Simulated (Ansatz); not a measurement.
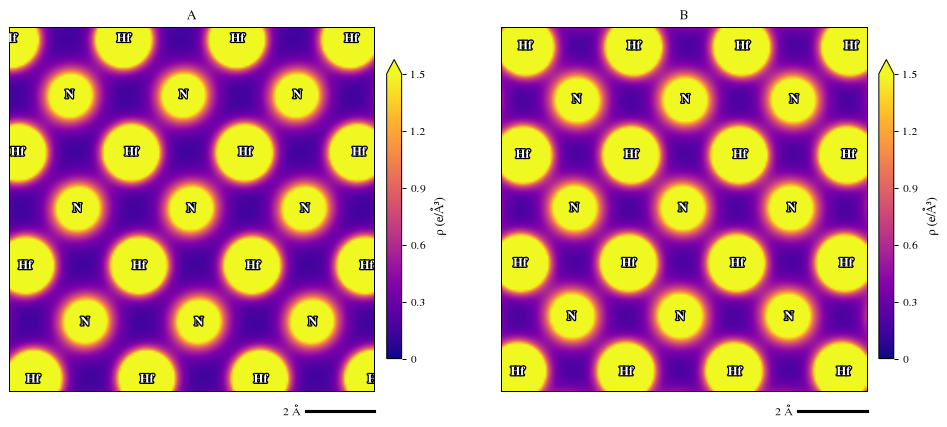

HfN. The valence pseudo-density of two cells that differ in size and shape, on the (011) plane of each (indices in the axes of the calculation cell), at one length scale and on one colour scale; one has 11.5 and the other 12.6 Å³ an atom.

Method: DFT PBE, scalar-relativistic, plane waves, PAW in Ansatz.

> Which panel shows the smaller cell, and what does the compression change?

Panel B is the smaller cell, by 9 % in volume. From the larger cell to the smaller, Hf–N goes from 2.27 to 2.18 Å, and the density at its midpoint from 0.48 to 0.59 e/Å³; the pressure goes from −13 to 7 GPa.

PAW datasets: the set soft_1.
